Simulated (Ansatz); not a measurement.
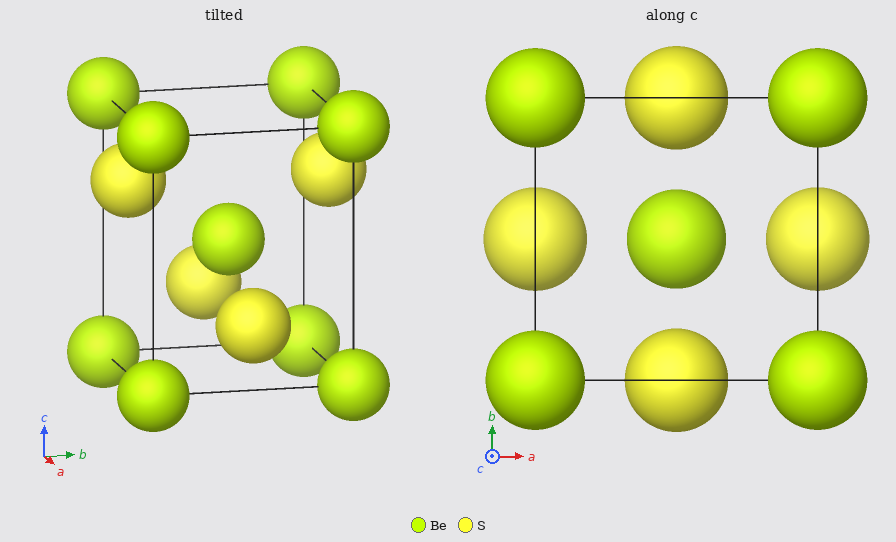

Structure drawing (spheres-only), viewed slightly off an axis and along the c axis. One conventional unit cell is framed, with atoms on its boundary repeated.

BeS, space group I-4m2 (No. 119), a = 3.628 Å, b = 3.628 Å, c = 4.655 Å, α = 90.00°, β = 90.00°, γ = 90.00°. The model was built from a structure type filled with these elements by a generator (whether the compound takes this form wasn't checked). The cell was then strained or its atoms displaced on purpose. It was the input of a calculation with Ansatz.

This one geometry was computed with Ansatz (DFT, plane waves, PAW) at three levels of theory: HSE06, r2SCAN and PBE. It was relaxed with r2SCAN and then strained.

Q: How does the band gap change with the level of theory?

A: PBE: a gap of 2.59 eV, indirect; r2SCAN: a gap of 3.02 eV, indirect; HSE06: a gap of 3.52 eV, indirect.

Q: Collect the results in a table.

A:
| level | cutoff (eV) | k-mesh of the run's cell | gap (eV) | pressure (GPa) |
| --- | --- | --- | --- | --- |
| HSE06 | 420 | 6×6×6 | 3.52 | -6.1 |
| r2SCAN | 500 | 10×10×10 | 3.02 | -5.3 |
| PBE | 420 | 10×10×10 | 2.59 | -4.7 |

Gaps are taken on the k-mesh or band path of each run.
